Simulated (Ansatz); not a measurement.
**A series of single points on Si**

System: Si (2 atoms in the cell).
Method: DFT, RPBE, plane waves (420 eV) with PAW, scalar-relativistic, no spin polarisation (Ansatz 0.2.0).

The 5 runs differ only in the geometry, by an even scaling of the cell at fixed fractional positions.

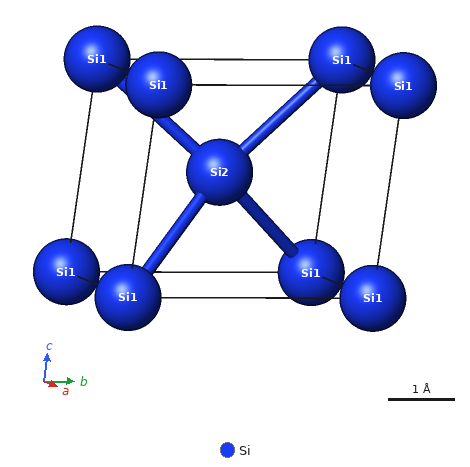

Figure 1. The structure of run 3 (ball-and-stick view of the reduced cell, seen slightly off an axis; atoms are numbered from 1 in the order of the input).

### Input of run 3
```yaml
crystal:
  lattice:
    - [-2.4429876627, 2.4440918107, 1.3541102315]
    - [2.4440918107, -2.4429876627, 1.3541102315]
    - [2.4456186844, 2.4456186844, -1.3520879825]
  atoms:
    - { symbol: Si, position: [0.9999999129, 8.71e-08, 0.0] }
    - { symbol: Si, position: [0.7500000871, 0.2499999129, 0.5] }
hamiltonian:
  xc: rpbe
  pseudopotentials:
    kind: paw
    azcp:
      Si: "pseudopotentials/Si.paw.azcp"
basis:
  ecutwfc: 420
  fft_grid_basis: typed
kpoints:
  mp_grid: { grid: [15, 15, 10], shift: [0, 0, 0] }
magnetization:
  spin_polarized: false
scf:
  occupations: { method: fermi_dirac, width: 0.1 }
  lower_state_search: "off"
output:
  stress: true
```

Lattice vectors (Å) and fractional positions of run 3:
```
  -2.442988    2.444092    1.354110
   2.444092   -2.442988    1.354110
   2.445619    2.445619   -1.352088
Si  1.000000  0.000000 -0.000000
Si  0.750000  0.250000  0.500000
```

Run 4 differs from it as follows:
```diff
-    - [-2.4429876627, 2.4440918107, 1.3541102315]
-    - [2.4440918107, -2.4429876627, 1.3541102315]
-    - [2.4456186844, 2.4456186844, -1.3520879825]
+    - [-2.4739148403, 2.4750329664, 1.3712526872]
+    - [2.4750329664, -2.4739148403, 1.3712526872]
+    - [2.4765791697, 2.4765791697, -1.3692048373]
```

### Results, with one run withheld

| run | volume per atom (Å³) | free energy per atom, from the lowest run given (meV) | pressure (GPa) |
| --- | --- | --- | --- |
| 1 | 14.943 | 8.89 | 4.73 |
| 2 | 15.565 | 0.00 | 0.02 |
| 3 | 16.188 | 7.51 | −3.74 |
| 4 | 16.810 | ? | ? |
| 5 | 17.433 | 59.11 | −9.11 |

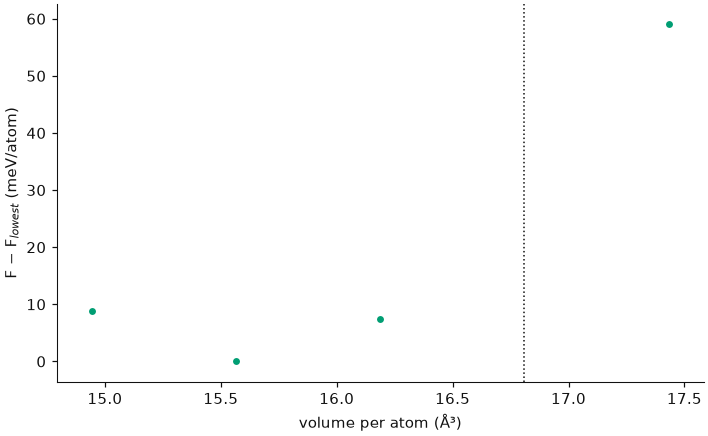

Figure 2. Free energy per atom of the runs given; the dotted line marks run 4.

Estimate the energy of run 4 from the others.

A quadratic polynomial in V^(−2/3) (the Birch–Murnaghan form), fitted to the 4 runs given, misses them by at most 0.11 meV per atom. With x = V^(−2/3) − 0.15756 Å⁻², it reads F = 3.5331 − 2445.9 x + 4.3691e+05 x² (meV per atom). At run 4 it gives 27.86 meV per atom, and the run itself gives 28.12. The slope of the fit gives a pressure −dF/dV of −6.74 GPa there, and the run prints −6.74 GPa. The fit has its minimum at 15.573 Å³ per atom, where V d²F/dV² gives 103 GPa. Cell shape and fractional positions are held, so this is the stiffness under even scaling; the relaxed bulk modulus wasn't computed.

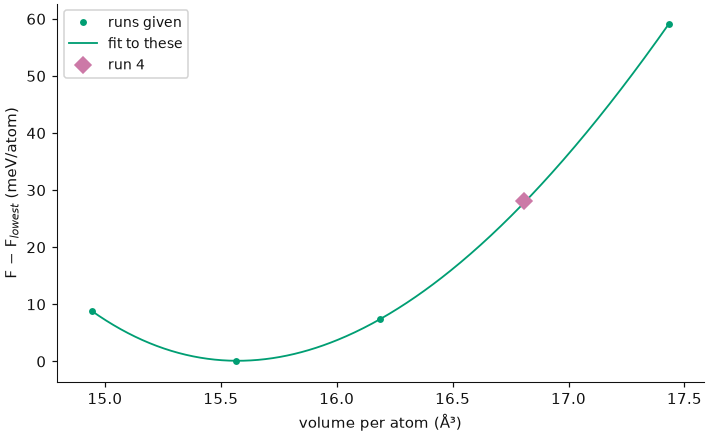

Figure 3. The fit and the withheld run.

### Output, shortened to warnings, some set-up lines, iterations and results (run 4)
```
Basis set: ecut = 420 eV, 681 PW (Γ)
Symmetry: 4 space group operations
k-points: 608 of 2250
Initial density: superposition of atomic densities (neutral atoms: chi_scale 0, normalization atom), corrected by the library's trained network
[...]
SCF iter   1: F=—  HF=-1277.116502 eV  |F-HF|=—  |Δ(HF+E_count)|=         —  Δρ=2.78e-3  dr2=2.37e-3  ethr=1.77e-3  ⟨swp⟩=5.2  Hψ=39090  notcnv=0
SCF iter   2: F=—  HF=-1277.116255 eV  |F-HF|=—  |Δ(HF+E_count)|=   2.47e-4  Δρ=1.71e-3  dr2=9.47e-4  ethr=2.96e-5  ⟨swp⟩=1.4  Hψ=10165  notcnv=0
SCF iter   3: F=—  HF=-1277.116051 eV  |F-HF|=—  |Δ(HF+E_count)|=   2.05e-4  Δρ=1.01e-4  dr2=1.95e-6  ethr=1.18e-5  ⟨swp⟩=2.0  Hψ=7313  notcnv=0
SCF iter   4: F=—  HF=-1277.116051 eV  |F-HF|=—  |Δ(HF+E_count)|=   4.28e-7  Δρ=1.65e-5  dr2=3.52e-8  ethr=2.44e-8  ⟨swp⟩=2.4  Hψ=7365  notcnv=0
SCF iter   5: F=-1277.116051 eV  HF=-1277.116051 eV  |F-HF|=3.03e-9  |Δ(HF+E_count)|=   7.51e-8  Δρ=4.23e-6  dr2=6.96e-9  ethr=4.40e-10  ⟨swp⟩=2.0  Hψ=7337  notcnv=0
SCF iter   6: F=-1277.116051 eV  HF=-1277.116051 eV  |F-HF|=4.02e-10  |Δ(HF+E_count)|=   1.49e-9  Δρ=1.42e-6  dr2=8.42e-10  ethr=8.71e-11  ⟨swp⟩=1.8  Hψ=15303  notcnv=0
SCF 1 converged in 6 iterations: F = -1277.116051 eV  dr2 = 8.42e-10
SCF converged after 6 iterations
Free energy (F): -1277.116051 eV
Harris-Foulkes:  -1277.116051 eV  (|F-HF|=4.02e-10)
Internal energy: -1277.092559 eV  (E = F + TS)
E sigma→0 (E₀):  -1277.104305 eV
Entropy (-TS):   -0.023492 eV (-11.746 meV/atom)
Fermi energy:    8.510410 eV
--- Per-component energies (eV) ---
  E_band       = 27.174613
  E_kinetic    = 78.022939
  E_local      = -9.602771  (includes V_loc(G=0)·N_el)
  E_nonlocal   = 49.166369
  E_hartree    = 2.864280
  E_xc         = -110.037156
  E_vxc        = -92.675651  (∫ρ·V_xc dr)
  E_paw        = -1030.405846  (= ΣΔE_a)
  E_vpaw       = -3.464864  (= ΣTr[D̂ρ^β])
  E_aug_tail   = 0.000013  (compensation charges beyond the density's cutoff)
  E_ewald      = -257.052421
  E_core_change = -0.047966  (= ΣΔE_core)
  E_smearing   = -0.023492  (= −TS)
  E_closure    = 0.000000  (closes the sum)
  Σ components = -1277.116051   (vs F -1277.116051, Δ=0.00e0)
--- Stress (GPa, compression-positive) ---
       -7.022896      -0.236412       0.024278
       -0.236412      -7.022896       0.024278
        0.024278       0.024278      -6.184669
  P = ⅓ Tr σ = -6.7435 GPa (-67.435 kbar)
```
